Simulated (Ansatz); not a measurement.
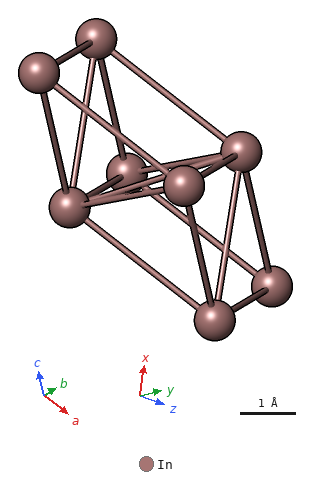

Energy scan for crystalline In (I4/mmm), in which the cell is strained equally along x and y and separately along z, with the atoms kept at their fractional coordinates. x, y and z are the Cartesian axes of the input. The picture shows the reference cell. Style: ball-and-stick. Shown: the cell of the calculation, slightly off an axis.

The calculation used Ansatz 0.2.0, DFT PBEsol, scalar-relativistic, plane waves, PAW. (plane-wave cutoff 420 eV; k-point mesh 20 × 20 × 20; occupations gaussian; smearing width 0.15 eV; no spin polarisation). Energies (free energies at the smearing named) are counted from the cell as listed in its source, which wasn't relaxed.

Input file:
```yaml
crystal:
  lattice:
    - [-1.62615, 1.62615, 2.47395]
    - [1.62615, -1.62615, 2.47395]
    - [1.62615, 1.62615, -2.47395]
  atoms:
    - { symbol: In, position: [0.0, 0.0, 0.0] }
basis:
  ecutwfc: 420
kpoints:
  mp_grid: { grid: [20, 20, 20] }
hamiltonian:
  xc: pbesol
scf:
  occupations: { method: gaussian, width: 0.15 }
output:
  forces: true
  stress: true
  eigenvalues: true
  write_density: true
  write_potential: true
  elf: true
  volumetric_format: npy
```

Command:
```bash
ansatz run input.yaml --threads 1 --pin off --max-ram 2560MiB --backend cpu --events-out ev --progress --plain --runs-dir out
```

**Predict the energy profile on a grid with rows −0.030, −0.015, 0.000, 0.015, 0.030 and columns −0.030, −0.015, 0.000, 0.015, 0.030 (strain along x and y; strain along z).**

Rows: strain along x and y; columns: strain along z; values in meV/atom.

```csv
,−0.030,−0.015,0.000,0.015,0.030
−0.030,16.6,9.4,4.2,0.7,−0.7
−0.015,3.6,0.3,−1.1,−0.9,0.6
0.000,−1.8,−1.8,0.0,3.4,8.0
0.015,−0.3,2.7,7.1,13.1,20.4
0.030,7.2,12.9,19.8,28.0,37.5
```

In pairs of (strain along x and y; strain along z): the lowest computed points lie at (0.000, −0.030), (0.000, −0.015) (−1.8 meV/atom), the highest at (0.030, 0.030) (37.5 meV/atom). The valley is tilted: raising the in-plane strain is made harder by raising the strain along z (cross term 0.88 of the geometric mean of the two curvatures). Over the ranges scanned the energy rises more along the first axis, the in-plane strain. The pressure runs from −3.7 GPa at (0.030, 0.030) to 3.7 GPa at (−0.030, −0.030).
